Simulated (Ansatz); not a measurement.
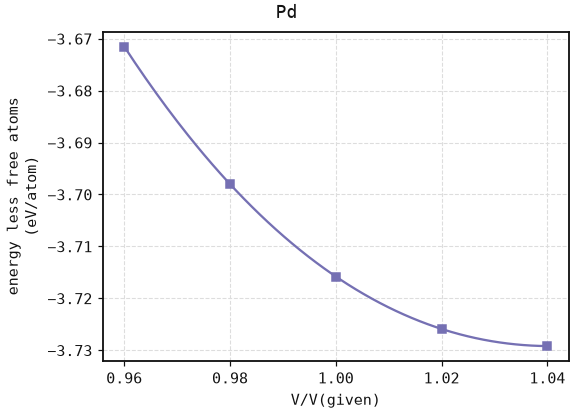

Plotted: energy less free atoms against V/V(given) for Pd, space group Fm-3m (No. 225).

Structure:
```
CELL_PARAMETERS angstrom
0.00000 1.94490 1.94490
1.94490 0.00000 1.94490
1.94490 1.94490 0.00000
ATOMIC_POSITIONS crystal
Pd 0.00000 0.00000 0.00000
```

Calculation (Ansatz 0.2.0): periodic Kohn-Sham DFT of a crystal at fixed atoms, scaled to the stated factor times the given cell; pressure positive in compression, energy less spherical unpolarised free atoms. Level: PBE.

- method: all-electron LAPW
- relativity: scalar
- k mesh: 18×18×18
- occupations: Fermi–Dirac
- smearing width: 0.05 eV
- basis error target: 0.25 (meV/atom)
- nucleus: Gaussian

V(given) is 14.71 Å³/atom.

From this curve and the settings, what does the calculation give for the pressure at the same points?

The pressure falls from 17.0 GPa at V/V(given) 0.96 to 0.1 GPa at 1.04.

```tsv
V/V(given)	pressure (GPa)
0.96	17.0
0.98	12.0
1.00	7.5
1.02	3.6
1.04	0.1
```

Keep in mind: the volumes run don't bracket the minimum of the energy, so any equilibrium value is extrapolated.
